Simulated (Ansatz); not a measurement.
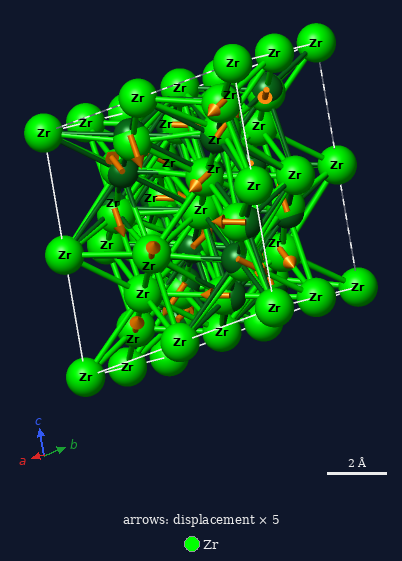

This is a relaxation of a defect cell of composition Zr. The starting structure is drawn faded, the final one solid; orange arrows show the displacements, 5 times their true length.

The picture is a ball-and-stick view of the cell of the calculation, seen from a free direction.

Case: Zr vacancy, atoms relaxed.

Level of theory: DFT PBE, scalar-relativistic, plane waves, PAW in Ansatz 0.2.0.

The input:
```yaml
crystal:
  lattice:
    - [7.1491238939, 7.1491238939, 0.0]
    - [7.1491238939, 0.0, -7.1491238939]
    - [0.0, 7.1491238939, -7.1491238939]
  atoms:
    - { symbol: Zr, position: [0.125, 0.625, 0.625] }
    - { symbol: Zr, position: [0.25, 0.75, 0.75] }
    - { symbol: Zr, position: [0.375, 0.875, 0.875] }
    - { symbol: Zr, position: [0.0, 0.5, 0.0] }
    - { symbol: Zr, position: [0.125, 0.625, 0.125] }
    - { symbol: Zr, position: [0.25, 0.75, 0.25] }
    - { symbol: Zr, position: [0.375, 0.875, 0.375] }
    - { symbol: Zr, position: [0.0, 0.0, 0.5] }
    - { symbol: Zr, position: [0.125, 0.125, 0.625] }
    - { symbol: Zr, position: [0.25, 0.25, 0.75] }
    - { symbol: Zr, position: [0.375, 0.375, 0.875] }
    - { symbol: Zr, position: [0.0, 0.0, 0.0] }
    - { symbol: Zr, position: [0.125, 0.125, 0.125] }
    - { symbol: Zr, position: [0.25, 0.25, 0.25] }
    - { symbol: Zr, position: [0.375, 0.375, 0.375] }
    - { symbol: Zr, position: [0.5, 0.5, 0.5] }
    - { symbol: Zr, position: [0.625, 0.625, 0.625] }
    - { symbol: Zr, position: [0.75, 0.75, 0.75] }
    - { symbol: Zr, position: [0.875, 0.875, 0.875] }
    - { symbol: Zr, position: [0.5, 0.5, 0.0] }
    - { symbol: Zr, position: [0.625, 0.625, 0.125] }
    - { symbol: Zr, position: [0.75, 0.75, 0.25] }
    - { symbol: Zr, position: [0.875, 0.875, 0.375] }
    - { symbol: Zr, position: [0.5, 0.0, 0.5] }
    - { symbol: Zr, position: [0.625, 0.125, 0.625] }
    - { symbol: Zr, position: [0.75, 0.25, 0.75] }
    - { symbol: Zr, position: [0.875, 0.375, 0.875] }
    - { symbol: Zr, position: [0.5, 0.0, 0.0] }
    - { symbol: Zr, position: [0.625, 0.125, 0.125] }
    - { symbol: Zr, position: [0.75, 0.25, 0.25] }
    - { symbol: Zr, position: [0.875, 0.375, 0.375] }
basis:
  ecutwfc: 420
kpoints:
  mp_grid: { grid: [4, 4, 4] }
hamiltonian:
  xc: pbe
scf:
  occupations: { method: gaussian, width: 0.1 }
output:
  forces: true
  stress: true
  eigenvalues: true
  write_density: true
  write_potential: true
  elf: true
  volumetric_format: npy
relax:
  adjacent_minimum: "off"
  f_tol: 0.02
  max_steps: 50
```

Launched with:
```bash
ansatz run input.yaml --threads 4 --pin off --max-ram 2560MiB --backend cpu --events-out ev --progress --plain --runs-dir out
```

Q: What did the optimiser do to the structure, and how much energy did it gain?

A: After 7 accepted moves (9 points after the start) the energy has fallen by 0.645 eV per cell of the calculation. Largest force component: 0.62 eV/Å at the start, 0.02 eV/Å at the end. The line search rejected the trial steps at points 6, 7 of the run. The largest moves, 0.29 Å, are those of Zr6, Zr10, Zr14, Zr18, Zr22 and Zr26. Zr22 goes along [−1 1 −1]. The cell stays as it was. Among the contacts that change: Zr10–Zr28 3.575 → 3.289 Å, Zr11–Zr13 3.575 → 3.823 Å, Zr15–Zr30 3.096 → 3.342 Å, Zr13–Zr30 3.096 → 2.881 Å.
